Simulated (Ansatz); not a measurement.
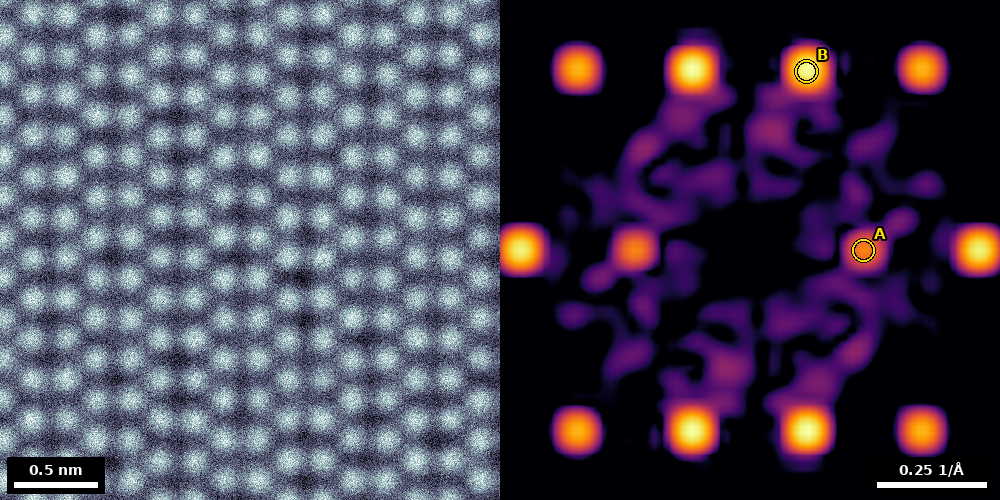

HAADF-like image of a crystal. Simulated incoherent Z contrast: every atom adds Z^1.7 spread by a probe of 1.30 Å full width; channelling and multiple scattering are left out. The probe carries 25 % of its weight in a tail 2.5 times as wide. The display is stretched by a gamma of 0.65; percentages refer to the linear signal. Shot noise and the speckle of an amorphous layer were added.

The right panel is the modulus of the image's Fourier transform on a logarithmic scale.

**Which lattice spacings do the marked spots stand for, and what angle do A and B enclose?**

A: 3.8 Å, B: 2.3 Å; A and B enclose about 72°.

The crystal is Ni (Cmcm, No. 63) along [001]; the spots are (020) and (-1 1 0). Model: the end point of a relaxation with DFT PBE, scalar-relativistic, plane waves, PAW (Ansatz); the starting structure was generated, so it need not be a known form of this composition.
